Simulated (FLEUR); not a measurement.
# MnPt (CuAu type): energy difference between parallel and antiparallel Mn order, and Mn moments, on a four-rung FLAPW ladder with PBEsol

The usual rule of thumb is that numerical errors cancel between two magnetic orders of one crystal, so that their energy difference can be had at modest settings. We put this to the test for MnPt, a metallic antiferromagnet used to pin magnetic layers in devices, where such differences feed models of exchange.

Basis, density cutoff, angular cutoffs and k-point mesh are raised together over four rungs. The energy difference is that of the antiparallel order less the parallel one, per Mn atom, so a negative value means that the antiparallel order lies lower. The finest rung, itself not proven converged, serves as the reference.

## Method

MnPt (CuAu type): the measured cell (COD), atoms held. First order: parallel (+); second order: antiparallel (+-, cell doubled at q=(1/2,1/2,0)). FLEUR MaX-R8.1, all-electron FLAPW in bulk geometry, scalar-relativistic valence, PBEsol, basis cutoff 2.34 to 4.14 1/bohr, density cutoff 9.4 to 16.6 1/bohr, Fermi-Dirac smearing of 0.03 eV, muffin-tin radii Mn 2.50, Pt 2.50 bohr. Local moments are those inside the muffin-tin spheres. Collinear spins without spin-orbit coupling. Times are core-seconds on shared hosts, rough to a factor of two. The same in all rows: Kohn-Sham band gap of the second order on its k-point mesh; set to zero under 0.1 eV or twice the smearing width (level spacings that a finite mesh gives in a metal), blank from there to 0.3 eV, where the mesh cannot tell: 0.00 eV.

Notes on method and selection:

- Each run ends in the state reached from its typed start, which may not be the lowest.
- The two orders are a test pair; neither need be the ground order.
- Only the last rungs approach convergence; none is proven converged.
- Rungs on which an order lost its pattern or the two orders differ in character are left out.
- Runs that did not converge, have known faults or may not be shown are not listed, and runs on Ansatz's PAW sets soft_1 and soft_2 are kept to separate tables.

Columns:

- rung: rung of the ladder; basis, density cutoff, angular cutoffs and the number of k-points rise together.
- mesh: k-point mesh of the first order.
- energy difference (meV): free energy of the second order less the first, per magnetic atom.
- moment, first order (μB): largest sphere moment in the first order.
- moment, second order (μB): largest sphere moment in the second order.
- cost (core-s): both runs together.

## The series

| member | rung | mesh | energy difference (meV) | moment, first order (μB) | moment, second order (μB) | cost (core-s) |
| --- | --- | --- | --- | --- | --- | --- |
| rung 1 | 1 | 4x4x4 | −267.19 | 3.903 | 3.798 | 74 |
| rung 2 | 2 | 6x6x6 | −363.23 | 3.792 | 3.765 | 120 |
| rung 3 | 3 | 10x10x10 | −350.72 | 3.810 | 3.749 | 470 |
| rung 4 | 4 | 12x12x12 | −360.43 | 3.794 | 3.750 | 1700 |

energy difference (meV) against rung:

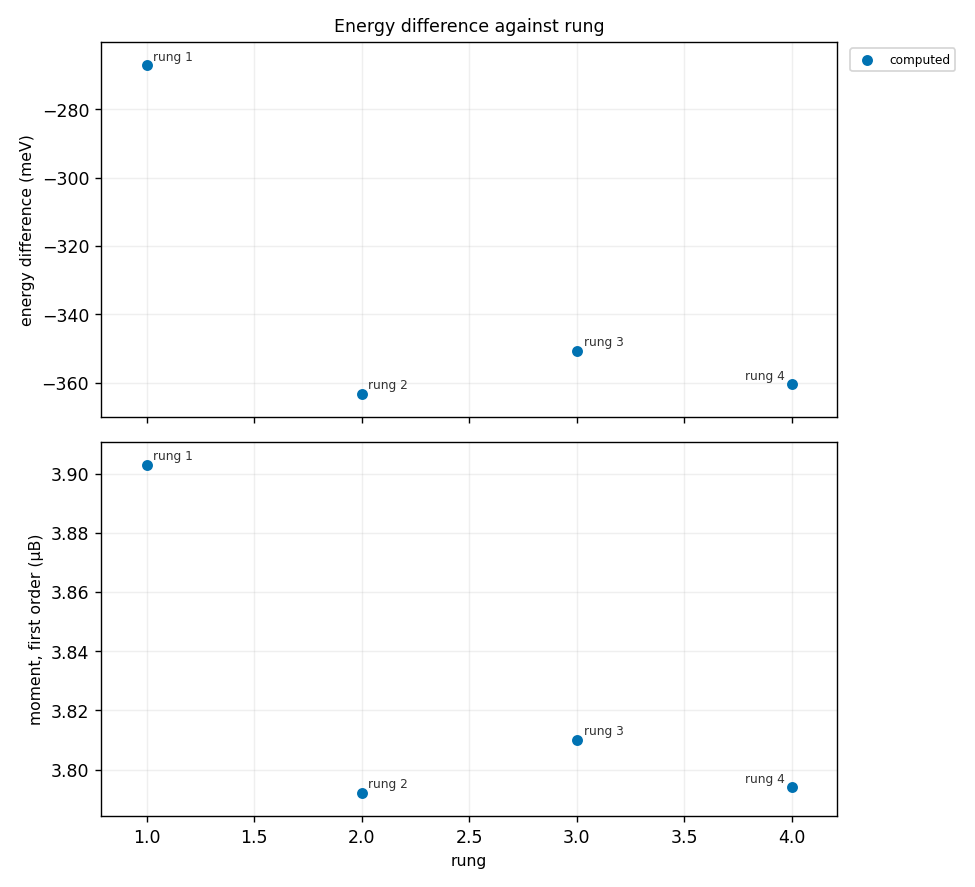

## Reading the trend

The antiparallel order lies lower on every rung. The difference moves by −96.04 meV from rung 1 to rung 2, then by +12.51 and −9.71 meV. Cancellation is thus incomplete on rung 1, and the later steps alternate in sign and shrink only slowly.

The sign has a familiar explanation, which these runs do not test separately. The majority d shell of Mn is nearly full. An electron can hop into empty d states of its own spin on an antiparallel neighbour, while on a parallel neighbour those states are mostly occupied. The hopping lowers the energy and mixes some opposite spin into each sphere, which agrees with the smaller Mn moment of the antiparallel order in every row.

The Mn moment of the parallel order moves with the energy difference. The simplest model of this rests on two assumptions.

1. The numerical error that survives in the difference sits in the parallel order. Between rungs 3 and 4 the parallel moment changes by 0.016 μB and the antiparallel one by only 0.001 μB, which favours this.
2. That error has a single strength x, and energy difference and moment both respond to it linearly.

With E the energy difference, m the parallel moment, and E₄ and m₄ their values on rung 4:

E = E₄ + a·x
m = m₄ + b·x

Eliminating x gives

E = E₄ + s·(m − m₄), with s = a/b.

The parameters are the anchor E₄ and the slope s, with m₄ read from the table. The moment is a marker of the error and not its cause: at self-consistency the energy is stationary against small changes of the density, so theory does not fix s. Nor does the model forecast a new rung, because the run that supplies m also supplies the energy. It tests whether one kind of error accounts for the changes.

## Testing the model

We fix the line on rungs 1 and 4.

Slope: (−267.19 + 360.43) / (3.903 − 3.794) = 93.24 / 0.109 = 855 meV/μB.

The other two rungs follow from their parallel moments.

- Rung 2: the shift from rung 4 is 855 × (3.792 − 3.794) = −1.71 meV, which gives −360.43 − 1.71 = −362.14 meV. The table has −363.23 meV, so the miss (table less line) is −363.23 + 362.14 = −1.09 meV.
- Rung 3: the shift from rung 4 is 855 × (3.810 − 3.794) = 13.68 meV, which gives −360.43 + 13.68 = −346.75 meV. The table has −350.72 meV, so the miss is −350.72 + 346.75 = −3.97 meV.

The line therefore reproduces the upward step at rung 3 and the return at rung 4.

For a stricter test, each rung is left out in turn and a least-squares line through the other three is used to estimate it. The misses for rungs 1 to 4 are about 22, 1, 4 and 3 meV, on average 7 meV. The plain mean of the other three rungs misses by about 91, 37, 20 and 33 meV, on average 45 meV.

Much of this advantage comes from rung 1, which lies far from the rest. With rung 1 set aside, a line through rungs 2 and 4 misses rung 3 by about 13 meV, while their mean misses it by 11 meV. The parallel moments of rungs 2 and 4 differ by little more than their rounding, so the slope of that line is poorly fixed. The relation thus describes the large error of the coarsest rung together with the small ones, but it is not established among the three finer rungs alone.

## Members off the line

The miss at rung 2 is comparable with the rounding of the moments, since 855 × 0.001 = 0.9 meV. The miss at rung 3, about −4 meV, is larger than that. Rungs 3 and 4 by themselves give a slope of 9.71 / 0.016 = 607 meV/μB, well below 855 meV/μB.

The assumption of a single error strength fails here. An incomplete basis and a coarse mesh need not change energy and moment in the same ratio, and their shares can differ from rung to rung. For the alternating steps the mesh is the likelier source, because in a metal the states near the Fermi level are sampled differently by each mesh.

The first assumption fails on rung 1. There the antiparallel moment is 3.798 − 3.750 = 0.048 μB above its rung 4 value, against 0.109 μB for the parallel order. Both orders are in error, and the fitted slope absorbs the part that belongs to the antiparallel one. The assumption is doubtful on rung 2 as well: there the antiparallel moment is off its rung 4 value by 3.765 − 3.750 = 0.015 μB, the parallel one by only 3.794 − 3.792 = 0.002 μB. On rung 1 the small basis is a plausible contributor: sphere radius times basis cutoff is 2.50 × 2.34 = 5.85 on rung 1 and 2.50 × 4.14 = 10.35 on rung 4.

## Cost

Rung 1 gives the sign for 74 core-seconds, but its energy difference is 93.24 meV away from that of rung 4. Rung 2, at 120 core-seconds, removes nearly all of this gap and is the sensible choice for screening.

Rung 4 costs 1700 / 120 = 14 times as much as rung 2 and changes the result by only 2.80 meV. That close agreement should not be taken as the error of rung 2, since rung 3 lies 12.51 meV above it. What the two dearer rungs buy is a realistic error bar. To narrow it, we would first refine the mesh alone at the rung 2 basis, which would show whether sampling causes the alternation without paying for a larger basis.

## Conclusions

The rule of thumb holds for the sign on all four rungs. For the size it holds only from rung 2 upward, where the values stay within 12.51 meV of one another. We would quote −360 meV per Mn atom with an uncertainty of at least 10 meV. This pair of orders reverses nearest neighbours within the Mn planes but keeps Mn atoms stacked directly along c parallel, so it carries no information on the coupling along that direction.

One omitted effect that could matter more than the numerical errors is extra on-site repulsion on Mn d. A few eV of it would typically raise the Mn moment by a few tenths of a μB, more than the spread of either moment column. It would probably also weaken the antiparallel preference, because hopping into the neighbour's empty states becomes costlier.

[On method and selection: Rungs on which an order lost its pattern, or whose Hubbard shells or moments differ strongly between the orders, are left out.]
